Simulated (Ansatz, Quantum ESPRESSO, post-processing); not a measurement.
# Ballistic transmission: 1 layers of Mo in Au(111), on the host's sites, part 3 of 3

Aim: the zero-bias transmission with pwcond for this junction: 1 layers of Mo in Au(111), on the host's sites.

Quantum ESPRESSO 7.5; plane-wave DFT, PBE, JTH PAW pseudopotentials; cross-check by Ansatz 0.2.0 with PAW datasets.

So far. Step 3 (The open system): The run is unpolarised; a magnetic state was not tried, may lie lower and would change T. Step 3 (The open system): At no point does T exceed the number of channels.

### Step 4. Transmission with pwcond.x, with epsproj = 0.001

Level of this step: transmission by pwcond, lead and junction from one cell; plane-wave DFT, PBE, JTH PAW pseudopotentials (Quantum ESPRESSO).

A sensitivity test on the input.

cond.w.in reads:

```
&inputcond
  outdir = './out'
  prefixt = 'scf'
  tran_file = 'cond.w.dat'
  bdl = 2.4494897436
  bds = 12.1415721716
  ikind = 1
  ewind = 4.0
  epsproj = 0.001
  nz1 = 7
  energy0 = 0.4
  denergy = -0.4
/
10
  0.00000000 0.00000000 0.01562500
  0.00000000 0.12500000 0.09375000
  0.00000000 0.25000000 0.09375000
  0.00000000 0.37500000 0.09375000
  0.00000000 0.50000000 0.04687500
  0.12500000 0.25000000 0.09375000
  0.12500000 0.37500000 0.18750000
  0.12500000 0.50000000 0.18750000
  0.25000000 0.50000000 0.09375000
  0.25000000 0.62500000 0.09375000
3
```

Launch:

```console
> OMP_NUM_THREADS=1 mpirun -n 4 pwcond.x -in cond.w.in > cond.w.out
```

Numbers of over 12 decimals in the logs are rounded to 6 here.

The program printed:

```text
[banner, memory and clock lines left out]
Program PWCOND v.7.5 starts
[citation notice left out]

[...]
./out/scf.save/
     file Au.GGA_PBE-JTH.UPF: wavefunction(s)  6S 0S 6P 0P 5D 0D renormalized
     file Mo.GGA_PBE-JTH.UPF: wavefunction(s)  4S 5S 4P 0P 4D 0D renormalized

     IMPORTANT: XC functional enforced from input :
     Exchange-correlation= PBE
                           (   1   4   3   4   0   0   0)
     Any further DFT definition will be discarded
     Please, verify this is what you really want

     Reading collected, re-writing distributed wavefunctions

===== INPUT FILE containing all the regions =====

     GEOMETRY:

     lattice parameter (alat)  =       5.5721  a.u.
     the volume                =    1819.1367 (a.u.)^3
     the cross section         =      26.8887 (a.u.)^2
     l of the unit cell        =      12.1416 (alat)
     number of atoms/cell      =           15
     number of atomic types    =            2

     crystal axes: (cart. coord. in units of alat)
               a(1) = (  1.0000  0.0000  0.0000 )
               a(2) = (  0.5000  0.8660  0.0000 )
               a(3) = (  0.0000  0.0000 12.1416 )

   Cartesian axes

     site n.     atom                  positions (alat units)
          1        Au     tau(  1)=(  0.0000  0.0000 12.1416  )
          2        Au     tau(  2)=(  0.5000  0.2887  0.8165  )
          3        Au     tau(  3)=(  1.0000  0.5774  1.6330  )
          4        Au     tau(  4)=(  0.0000  0.0000  2.4495  )
          5        Au     tau(  5)=(  0.5000  0.2887  3.2660  )
          6        Au     tau(  6)=(  1.0000  0.5774  4.0825  )
          7        Mo     tau(  7)=(  0.0000  0.0000  4.8460  )
          8        Au     tau(  8)=(  0.5000  0.2887  5.6096  )
          9        Au     tau(  9)=(  1.0000  0.5774  6.4261  )
         10        Au     tau( 10)=(  0.0000  0.0000  7.2426  )
         11        Au     tau( 11)=(  0.5000  0.2887  8.0591  )
         12        Au     tau( 12)=(  1.0000  0.5774  8.8756  )
         13        Au     tau( 13)=(  0.0000  0.0000  9.6921  )
         14        Au     tau( 14)=(  0.5000  0.2887 10.5086  )
         15        Au     tau( 15)=(  1.0000  0.5774 11.3251  )

     nr1s                      =           24
     nr2s                      =           24
     nr3s                      =          300
     nr1sx                     =           24
     nr2sx                     =           24
     nr3sx                     =          300
     nr1                       =           36
     nr2                       =           36
     nr3                       =          432
     nr1x                      =           36
     nr2x                      =           36
     nr3x                      =          432

 _______________________________
  Radii of nonlocal spheres:

     type       ibeta     ang. mom.          radius (alat units)
       Au         1         0                    0.4551
       Au         2         0                    0.4551
       Au         3         1                    0.4551
       Au         4         1                    0.4551
       Au         5         2                    0.4551
       Au         6         2                    0.4551
       Mo         1         0                    0.3993
       Mo         2         0                    0.3993
       Mo         3         1                    0.3993
       Mo         4         1                    0.3993
       Mo         5         2                    0.3993
       Mo         6         2                    0.3993
----- General information -----

--- T calc. with identical leads (ikind=1) ---

     nrx                       =           24
     nry                       =           24
     nz1                       =            7

     energy0               =         4.0E-01
     denergy               =        -4.0E-01
     nenergy               =          3
     ecut2d                =         4.5E+01
     ewind                 =         4.0E+00
     epsproj               =         1.0E-03

     number of k_|| points=   10
                       cryst. coord.
        k(    1) = (   0.0000000   0.0000000), wk =   0.0156250
        k(    2) = (   0.0000000   0.1250000), wk =   0.0937500
[...]
k(   10) = (   0.2500000   0.6250000), wk =   0.0937500
----- Information about left/right lead -----

     nocros                   =           18
     noins                    =           36
     norb                     =           72
     norbf                    =          234
     nrz                      =           61

      iorb      type   ibeta   ang. mom.   m       position (alat)
        1        1       1        0        1   taunew(   1)=(  0.0000  0.0000  0.0000)
        2        1       2        0        1   taunew(   2)=(  0.0000  0.0000  0.0000)
[...]
72        1       6        2        5   taunew(  72)=(  0.0000  0.0000  2.4495)
    k slab    z(k)  z(k+1)     crossing(iorb=1,norb)
    1   0.0000 0.0402 0.0402   111111111111111111000000000000000000000000000000000000000000000000000000
    2   0.0402 0.0803 0.0402   111111111111111111000000000000000000000000000000000000000000000000000000
[...]
61   2.4093 2.4495 0.0402   000000000000000000000000000000000000000000000000000000111111111111111111
----- Information about scattering region -----

     noins                    =          198
     norb                     =          234
     norbf                    =          234
     nrz                      =          239

      iorb      type   ibeta   ang. mom.   m       position (alat)
        1        1       1        0        1   taunew(   1)=(  0.0000  0.0000 -0.0000)
        2        1       2        0        1   taunew(   2)=(  0.0000  0.0000 -0.0000)
[...]
234        1       6        2        5   taunew( 234)=(  0.0000  0.0000  9.6921)
 ngper, shell number =           91          12
 ngper, n2d =           91          44
---  E-Ef =    0.4000000  k =    0.0000000   0.0000000
---  ie =          1  ik =          1
 Nchannels of the left tip =            0
 Right moving states:
   k1(2pi/a)   k2(2pi/a)   E-Ef (eV)
 Left moving states:
   k1(2pi/a)   k2(2pi/a)   E-Ef (eV)

 to transmit
          E-Ef(ev), T =    0.4000000   0.0000000
---  E-Ef =    0.0000000  k =    0.0000000   0.0000000
---  ie =          2  ik =          1
 Nchannels of the left tip =            0
 Right moving states:
   k1(2pi/a)   k2(2pi/a)   E-Ef (eV)
 Left moving states:
   k1(2pi/a)   k2(2pi/a)   E-Ef (eV)

 to transmit
          E-Ef(ev), T =    0.0000000   0.0000000
---  E-Ef =   -0.4000000  k =    0.0000000   0.0000000
---  ie =          3  ik =          1
 Nchannels of the left tip =            0
 Right moving states:
   k1(2pi/a)   k2(2pi/a)   E-Ef (eV)
 Left moving states:
   k1(2pi/a)   k2(2pi/a)   E-Ef (eV)

 to transmit
          E-Ef(ev), T =   -0.4000000   0.0000000
 ngper, shell number =           93          50
 ngper, n2d =           93          41
[... further energies and points left out ...]
---  E-Ef =    0.4000000  k =    0.2500000   0.6250000
---  ie =          1  ik =         10
 Nchannels of the left tip =            0
 Right moving states:
   k1(2pi/a)   k2(2pi/a)   E-Ef (eV)
 Left moving states:
   k1(2pi/a)   k2(2pi/a)   E-Ef (eV)

 to transmit
          E-Ef(ev), T =    0.4000000   0.0000000
---  E-Ef =    0.0000000  k =    0.2500000   0.6250000
---  ie =          2  ik =         10
 Nchannels of the left tip =            0
 Right moving states:
   k1(2pi/a)   k2(2pi/a)   E-Ef (eV)
 Left moving states:
   k1(2pi/a)   k2(2pi/a)   E-Ef (eV)

 to transmit
          E-Ef(ev), T =    0.0000000   0.0000000
---  E-Ef =   -0.4000000  k =    0.2500000   0.6250000
---  ie =          3  ik =         10
 Nchannels of the left tip =            0
 Right moving states:
   k1(2pi/a)   k2(2pi/a)   E-Ef (eV)
 Left moving states:
   k1(2pi/a)   k2(2pi/a)   E-Ef (eV)

 to transmit
          E-Ef(ev), T =   -0.4000000   0.0000000
   T_tot     0.40000      0.11539E+01
   T_tot     0.00000      0.13490E+01
   T_tot    -0.40000      0.71851E+00

[...]
```

It took 30 s on 4 MPI ranks of Arm Neoverse V2, shared host; peak memory 0.29 GiB; 2 min of CPU time.

The changed values were drawn from a wide range, not chosen for quality; the comparison shows what they did here together.

Beside the run it was changed from:

| quantity | this run | unchanged run | difference |
| --- | --- | --- | --- |
| transmission at the Fermi level, one spin | 0.6745 | 0.6768 | -0.0023 |
| lead channels at the Fermi level, one spin | 0.8906 | 0.8906 | 0 |
| wall time (s) | 30 | 49 |  |

Over all energies T moves by up to 0.026, at 0.4 eV.

The physical values in this table move by up to 0.34 %.

### Step 5. Cross-check with Ansatz

As a check, the same structure is run in Ansatz.

Level of this step: plane-wave DFT, PBE, Ansatz PAW (Ansatz 0.2.0).

input.yaml reads:

```yaml
crystal:
  lattice:
    - [2.9486352775, 0.0, 0.0]
    - [1.4743176388, 2.5535930569, 0.0]
    - [0.0, 0.0, 35.8010680261]
  atoms:
    - { symbol: Au, position: [0.0, 0.0, 0.0] }
    - { symbol: Au, position: [0.333333333, 0.333333333, 0.0672480112] }
    - { symbol: Au, position: [0.666666667, 0.666666667, 0.1344960223] }
    - { symbol: Au, position: [0.0, 0.0, 0.2017440335] }
    - { symbol: Au, position: [0.333333333, 0.333333333, 0.2689920447] }
    - { symbol: Au, position: [0.666666667, 0.666666667, 0.3362400559] }
    - { symbol: Mo, position: [0.0, 0.0, 0.3991279832] }
    - { symbol: Au, position: [0.333333333, 0.333333333, 0.4620159106] }
    - { symbol: Au, position: [0.666666667, 0.666666667, 0.5292639218] }
    - { symbol: Au, position: [0.0, 0.0, 0.596511933] }
    - { symbol: Au, position: [0.333333333, 0.333333333, 0.6637599441] }
    - { symbol: Au, position: [0.666666667, 0.666666667, 0.7310079553] }
    - { symbol: Au, position: [0.0, 0.0, 0.7982559665] }
    - { symbol: Au, position: [0.333333333, 0.333333333, 0.8655039777] }
    - { symbol: Au, position: [0.666666667, 0.666666667, 0.9327519888] }
kpoints:
  mp_grid: { grid: [9, 9, 1] }
hamiltonian:
  xc: pbe
scf:
  occupations: { method: fermi_dirac, width: 0.1 }
  convergence: { dr2_threshold: 1.0e-08 }
output:
  transmission: { leads: [[0, 3]], e_range: [-0.4, 0.4], de: 0.4, kmesh: [8, 8] }
  write_potential: true
  write_density: true
  volumetric_format: npy
  elf: true
```

Launch:

```console
> ansatz run input.yaml --threads 4 --pin off --max-ram 8192MiB --backend cpu --events-out ev --progress --plain --runs-dir out
```

The program printed:

```text
Engine: ansatz 0.2.0, aarch64-unknown-linux-gnu
Pseudopotentials: kind: paw
Pseudopotential: Au, paw, valence charge 19, recommended cutoff 420 eV (normal), Au.paw.azcp
Pseudopotential: Mo, paw, valence charge 14, recommended cutoff 420 eV (normal), Mo.paw.azcp
Functional definition: PBE
  parameter kappa = 0.804
  parameter beta = 0.066725
  exchange = pbe_x(kappa = kappa, mu = beta*pi^2/3)
  correlation = pbe_c(beta = beta)
Crystal: 15 atoms, lattice volume = 269.568 Å³
Basis set: ecut = 420 eV, 5147 PW (Γ)
Bands: 168, of which v1, the nominal top of the filled ones, is band 140 counted from 1 (139 counted from 0)
Symmetry: 12 space group operations
Space group: P-3m1 (ITA 164), of the structure as read, at distance tolerance 6.5e-5 Å
k-points: 12 of 81
Non-local potential: Au, projectors of the file, l = 0: 3, l = 1: 2, l = 2: 2, l = 3: 1
Non-local potential: Mo, projectors of the file, l = 0: 3, l = 1: 2, l = 2: 2, l = 3: 1
PAW form: soft (Blöchl's): semilocal exchange-correlation on the pseudo side does not see the compensation charge
PAW one-centre angular grid: Au, 590 points (default); XC on 64 Gauss nodes
PAW one-centre angular grid: Mo, 590 points (default); XC on 64 Gauss nodes
Initial density: superposition of atomic densities (neutral atoms: chi_scale 0, normalization atom), corrected by the library's trained network
Initial wavefunctions: pseudopotential atomic-orbital guess
Functional: x = pbe(κ = 0.804, μ = 0.219515), c = pbe(β = 0.066725)
SCF iter   1: F=—  HF=-189046.186681 eV  |F-HF|=—  |Δ(HF+E_count)|=         —  Δρ=6.56e-3  dr2=7.45e0  ethr=1.77e-3  ⟨swp⟩=4.9  Hψ=6097  notcnv=0  defer=121
preconditioner: auto → Kerker (q_TF=auto, 2.746 Å⁻¹)  [metal: Δε(μ)=0.051 eV  Ē_g=9.538 eV  σ=0.100 eV  W_gap=0.13  n_scr=108 (ndim 8)  ℏωp=28.6 eV  f_vac=0.000  D(μ)=5.08/eV (n_scr^D=20)]
SCF iter   2: F=—  HF=-189046.169131 eV  |F-HF|=—  |Δ(HF+E_count)|=   1.75e-2  Δρ=3.85e-3  dr2=3.87e0  ethr=1.77e-3  ⟨swp⟩=1.0  Hψ=2328  notcnv=0  defer=121
SCF iter   3: F=—  HF=-189046.141940 eV  |F-HF|=—  |Δ(HF+E_count)|=   2.72e-2  Δρ=1.08e-3  dr2=3.00e-1  ethr=1.38e-3  ⟨swp⟩=1.0  Hψ=1845  notcnv=0  defer=123
SCF iter   4: F=—  HF=-189046.137369 eV  |F-HF|=—  |Δ(HF+E_count)|=   4.57e-3  Δρ=4.54e-4  dr2=3.70e-2  ethr=1.07e-4  ⟨swp⟩=1.0  Hψ=2090  notcnv=0  defer=127
SCF iter   5: F=—  HF=-189046.136680 eV  |F-HF|=—  |Δ(HF+E_count)|=   6.88e-4  Δρ=1.89e-4  dr2=4.34e-3  ethr=1.32e-5  ⟨swp⟩=1.0  Hψ=1967  notcnv=0  defer=127
SCF iter   6: F=—  HF=-189046.136567 eV  |F-HF|=—  |Δ(HF+E_count)|=   1.14e-4  Δρ=8.14e-5  dr2=9.23e-4  ethr=1.55e-6  ⟨swp⟩=1.0  Hψ=1849  notcnv=0  defer=127
SCF iter   7: F=—  HF=-189046.136543 eV  |F-HF|=—  |Δ(HF+E_count)|=   2.37e-5  Δρ=3.81e-5  dr2=1.63e-4  ethr=3.30e-7  ⟨swp⟩=1.0  Hψ=1849  notcnv=0  defer=127
SCF iter   8: F=—  HF=-189046.136494 eV  |F-HF|=—  |Δ(HF+E_count)|=   4.88e-5  Δρ=1.48e-5  dr2=1.95e-5  ethr=5.82e-8  ⟨swp⟩=1.1  Hψ=1850  notcnv=0  defer=127
SCF iter   9: F=—  HF=-189046.136820 eV  |F-HF|=—  |Δ(HF+E_count)|=   3.26e-4  Δρ=6.95e-6  dr2=3.05e-6  ethr=6.96e-9  ⟨swp⟩=1.0  Hψ=1905  notcnv=0  defer=129
SCF iter  10: F=—  HF=-189046.136820 eV  |F-HF|=—  |Δ(HF+E_count)|=   1.47e-7  Δρ=3.30e-6  dr2=6.13e-7  ethr=1.09e-9  ⟨swp⟩=1.0  Hψ=1849  notcnv=0  defer=129
SCF iter  11: F=—  HF=-189046.136820 eV  |F-HF|=—  |Δ(HF+E_count)|=   3.72e-8  Δρ=1.48e-6  dr2=9.87e-8  ethr=2.19e-10  ⟨swp⟩=1.1  Hψ=1850  notcnv=0  defer=129
SCF iter  12: F=—  HF=-189046.136820 eV  |F-HF|=—  |Δ(HF+E_count)|=   5.88e-9  Δρ=5.44e-7  dr2=1.23e-8  ethr=3.53e-11  ⟨swp⟩=1.2  Hψ=1851  notcnv=0  defer=129
SCF iter  13: F=-189046.136820 eV  HF=-189046.136820 eV  |F-HF|=2.18e-9  |Δ(HF+E_count)|=  8.15e-10  Δρ=2.42e-7  dr2=2.29e-9  ethr=3.57e-12  ⟨swp⟩=9.5  Hψ=6210  notcnv=0
SCF 1 converged in 13 iterations: F = -189046.136820 eV  dr2 = 2.29e-9
  greatest PAW one-centre occupation: 1.000 electrons in one spin orbital (limit 2), on the Au atom at site 7 (counted from 0), in its partial waves of l = 0
transmission: 58 of 580 steps passed
transmission: 116 of 580 steps passed
[...]
transmission: 580 of 580 steps passed
SCF converged after 13 iterations
Free energy (F): -189046.136820 eV
Harris-Foulkes:  -189046.136820 eV  (|F-HF|=2.18e-9)
Internal energy: -189045.978219 eV  (E = F + TS)
E sigma→0 (E₀):  -189046.057519 eV
Entropy (-TS):   -0.158602 eV (-10.573 meV/atom)
Fermi energy:    19.151154 eV
--- Per-component energies (eV) ---
  E_band       = -3325.115534
  E_kinetic    = 8893.445779
  E_local      = -26420.962453  (includes V_loc(G=0)·N_el)
  E_nonlocal   = 1181.469308
  E_hartree    = 11149.558627
  E_xc         = -3369.656062
  E_vxc        = -4074.151970  (∫ρ·V_xc dr)
  E_paw        = -139094.012076  (= ΣΔE_a)
  E_vpaw       = -5204.052622  (= ΣTr[D̂ρ^β])
  E_aug_tail   = 0.019283  (compensation charges beyond the density's cutoff)
  E_ewald      = -41385.840625
  E_smearing   = -0.158602  (= −TS)
  E_closure    = -0.000000  (closes the sum)
  Σ components = -189046.136820   (vs F -189046.136820, Δ=0.00e0)
--- Band table (eV; the first three rows and the last of 12) ---
  k-point 0: bands = [... 136 lower, 16.8731, 16.9571, 16.9571, 17.0854, 17.0854, 17.1747, 17.1747, 17.4219, ... 24 higher]
  k-point 1: bands = [... 136 lower, 16.8566, 16.9742, 17.1102, 17.1966, 17.2046, 17.5509, 17.9435, 18.4846, ... 24 higher]
  k-point 2: bands = [... 136 lower, 17.1578, 17.2146, 17.2455, 17.4095, 17.8778, 18.3505, 18.5240, 19.0561, ... 24 higher]
  k-point 11: bands = [... 136 lower, 21.4555, 21.4848, 21.6053, 21.6292, 21.6292, 21.7042, 21.7042, 21.8568, ... 24 higher]
--- Transmission ---
  basis      : 61 plane waves across, 58 finite elements along
  points     : 10, standing for a mesh of 8 x 8
  energies   : 3 from -0.400000 to 0.400000 eV about the Fermi level, 0.400000 eV apart; the leads are filled to 0.000000 eV, and channels, transmission and decay are at 0.000000 eV
  crystal 0  : Au3, at the sites [0, 3], period 7.2227 Å, over 33.71 Å; its Hamiltonian steps by up to 34.1 meV: too much for a lead, lay more layers or, if its atoms are ordered, name the step of that order
    offset         : up to 0.0000 Å between an atom of the period and one for which it stands
    channels       : 8.906250e-1 a spin
    conductance    : none, the energies end too early or step too widely for 300 K: set another output.transmission.e_range or a lower de, or, where they end at an eighth of basis.ecutwfc, a higher one
    slowest decay  : 0.1123 /Å at (0.0000, 0.0000)
  junction   : crystal 0 to crystal 0, -2.91 to 25.67 Å
    transmission   : 6.764538e-1 a spin
    conductance    : none, the energies end too early or step too widely for 300 K: set another output.transmission.e_range or a lower de, or, where they end at an eighth of basis.ecutwfc, a higher one
```

Elapsed: 12 s, on 4 threads; peak memory 1.2 GiB; 45 s of CPU time.

This step gave:

* free energy: -189046.1368 eV
* energy at zero smearing: -189046.0575 eV
* smearing term TS: 0.1586 eV
* Fermi energy: 19.15 eV
* symmetry operations: 12
* transmission at the Fermi level, one spin: 0.6765
* step of the lead's Hamiltonian over a period: 34.1 meV

Per spin; mean over the k mesh across the current. The transmission, zone mean by energy, zero at the Fermi level:

| energy (eV) | transmission, zone mean |
| --- | --- |
| -0.400 | 0.429 |
| 0.000 | 0.676 |
| 0.400 | 0.552 |

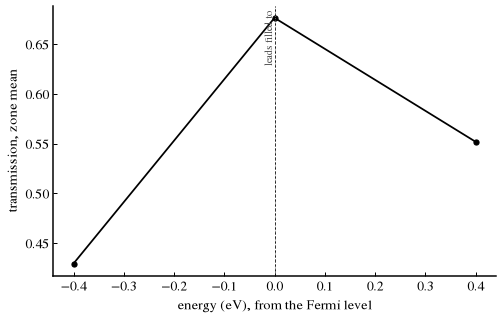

Transmission, zone mean, plotted against energy.

Per spin; mean over the k mesh across the current. The open channels, zone mean by energy, zero at the Fermi level:

| energy (eV) | open channels, zone mean |
| --- | --- |
| -0.400 | 0.797 |
| 0.000 | 0.891 |
| 0.400 | 0.891 |

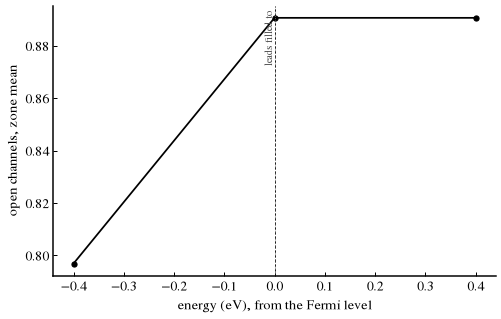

Open channels, zone mean, plotted against energy.

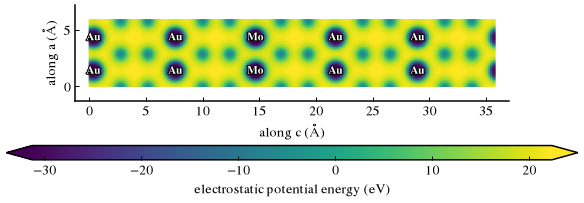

Electrostatic potential energy in the ca plane at fractional y = 0.000, with atoms of Au and Mo within 0.2 Å of it. With pseudopotentials it is smooth inside the atoms' cores, unlike the true potential. The map starts off the cell's origin, so that atoms lie inside it.

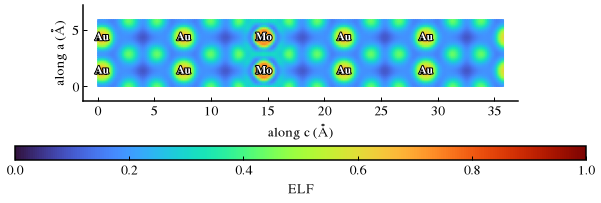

ELF in the ca plane at fractional y = 0.000, with atoms of Au and Mo within 0.2 Å of it. It is the smooth field of the valence electrons, not physical close to the nuclei. The map starts off the cell's origin, so that atoms lie inside it.

Ansatz finds T = 0.676 against pwcond's 0.677.

### Step 6. All levels side by side

All levels:

| step | T at the Fermi level (per spin) | conductance (G0) | r.m.s. T(E) from the first | CPU time of the step (s) | peak memory (GiB) |
| --- | --- | --- | --- | --- | --- |
| Ansatz | 0.6765 | - | 0 | 44.76 | 1.214 |
| pwcond | 0.6768 | 0.6768 | 0.03215 | 194.2 | 0.3 |
| pwcond, changed setting | 0.6745 | 0.6745 | 0.04303 | 118.5 | 0.29 |

Per spin; mean over the k mesh across the current. Transmission, zone mean against energy, zero at the Fermi level:

| energy (eV) | Ansatz | pwcond | pwcond, changed setting |
| --- | --- | --- | --- |
| -0.400 | 0.429 | 0.374 | 0.359 |
| 0.000 | 0.676 | 0.677 | 0.675 |
| 0.400 | 0.552 | 0.551 | 0.577 |

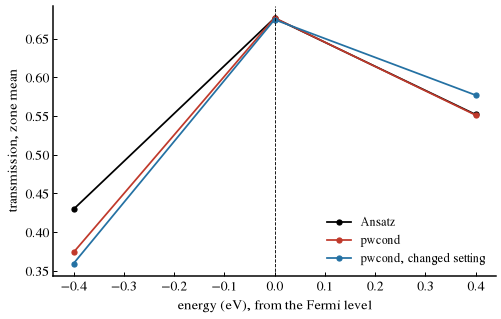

Transmission, zone mean against energy.

### Step 7. The arithmetic

The Landauer sum over the mesh, Σ w T = 0.1875 × 0.994 + 0.1875 × 0.917 + 0.0938 × 1 + … = 0.6768.

G = 0.677 × 77.48 µS = 52.4 µS a cell. Times the area of 7.530 Å², the resistance-area product is A/G = 1.44 fΩ m², the leads' contact resistance included.

Free electrons at 1 an atom (3 atoms in 54.4 Å³) have k_F = 1.178 1/Å and offer A k_F²/4π = 0.83 channels per spin; the lead has 0.89 on this mesh.

### Step 8. Results

```json
{
 "conductance from T at the Fermi level, a cell (G₀ = 2e²/h)": "0.677 G₀",
 "conductance per area": "696 S/μm²",
 "lead channels per spin": "0.89",
 "the same conductance by Ansatz": "0.676 G₀"
}
```

What this shows: The junction conducts 0.677 G₀ a cell at the Fermi level (PBE, JTH PAW). At the Fermi level the junction passes 76 % of what the leads offer. At the Fermi level pwcond and Ansatz differ by 0.049 %, a close match. Ansatz finds a step of 34 meV across the lead's period inside the junction cell: the lead is too short to be bulk-like, which bears on both codes. The mean rests on 10 distinct points, the heaviest weighing 0.19, and the mesh was not tested, so even the second digit is unsure. Over -0.4 to 0.4 eV, T lies between 0.37 and 0.68 per spin. The geometry is as built, not relaxed, and the leads are short. Spin-orbit coupling is left out; depending on the atoms that carry the levels of interest, it can split and shift them by tenths of an eV to an eV or more.

[Logs are printed without paths, hosts, clocks, repeated set-up lines and the standing remarks that a program may print on its own settings, such as how far it seeks lower states.]

[Hosts, paths, dates, database ids (printed as entryN), source tags and the programs' standing remarks are cut or masked in the printed files.]

[Maps of the electrostatic potential energy from Ansatz leave out the sawtooth potential of an applied field or a dipole correction, so their vacuum need not be flat; planar profiles and work functions include it.]
